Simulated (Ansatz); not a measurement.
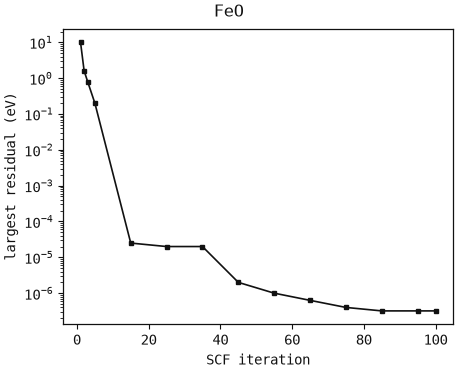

The plot shows the SCF iterations of a calculation: largest residual. Only some iterations were kept.

- system: FeO (P1, 4 atoms in the cell)
- method: DFT, PBE+U, PAW (an earlier, harder data set), plane waves, scalar-relativistic (Ansatz); cutoff 930 eV, 4×4×4 k-mesh, Fermi–Dirac smearing of 0.1 eV, collinear spins, U = 5.3 eV on Fe d
Setting under test: occupation matrices typed, symmetry off, default search for lower states.

### Did the calculation converge?

It did not converge: it stopped after 100 iterations. The residual comes down slowly and unevenly, and has reached only 3 × 10⁻⁷ when the run stops.

### Read the residual at the first and at the last step drawn.

It starts near 10 and ends near 3 × 10⁻⁷ eV.
